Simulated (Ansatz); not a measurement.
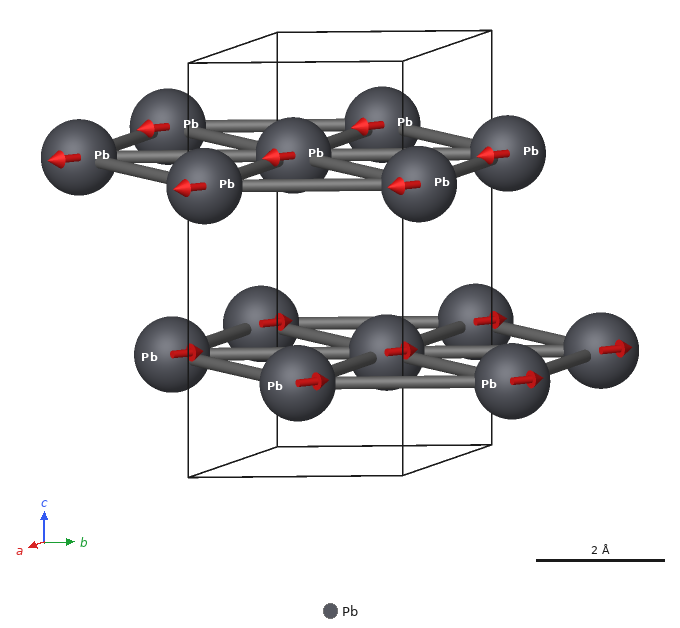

A relaxation of solid Pb (built on the N_62 type) (coarse preliminary run). The starting structure is drawn; red arrows show the displacements (the part carried along by the change of the cell is left out), magnified 30 times.

A ball-and-stick model of the cell of the calculation, seen slightly off an axis.

Case: N type (Pnma, No. 62).

The calculation used DFT PBE, scalar-relativistic, plane waves, PAW (Ansatz).

Input file:
```yaml
crystal:
  lattice:
    - [1.7404685289, -2.8863046153, 0.0]
    - [1.7404685289, 2.8863046153, 0.0]
    - [0.0, 0.0, 6.5862608082]
  atoms:
    - { symbol: Pb, position: [0.3462761347, 0.6537238653, 0.25] }
    - { symbol: Pb, position: [0.6537238653, 0.3462761347, 0.75] }
basis:
  ecutwfc: 420
kpoints:
  mp_grid: { grid: [6, 6, 4] }
hamiltonian:
  xc: pbe
scf:
  occupations: { method: gaussian, width: 0.1 }
  lower_state_search: "off"
output:
  forces: true
  stress: true
  eigenvalues: true
relax:
  adjacent_minimum: "off"
  f_tol: 0.04
  max_steps: 70
  cell: { stress_tol: 0.4 }
```

What happened in the run?

Answer. The largest moves relative to the cell, 0.020 Å, are those of Pb1 and Pb2. Pb1 goes along [−1 1 0]. Cell: a = b 3.370 → 3.410 Å (+1.2 %), c 6.586 → 6.503 Å (−1.3 %), γ 117.8° → 120.1°. Volume −1.2 %. Among the contacts that change: Pb1–Pb1 3.481 → 3.403 Å, Pb1–Pb1 (another image) 3.370 → 3.410 Å. Bond angles that change, for instance: Pb2–Pb2–Pb2 117.8° → 120.1°, Pb2–Pb2–Pb2 62.2° → 59.9°. The space group stays Cmcm (No. 63). The energy falls by 7.7 meV per atom in 2 accepted moves (3 points after the start). The largest force component goes from 0.019 to 0.014 eV/Å. The pressure goes from −0.17 to 0.06 GPa. At 1 point the geometry stayed and the basis and grid were re-selected for the new cell (energy shift of less than 0.05 meV per atom at most each time). The run took of the order of 10 core-seconds on a shared host.
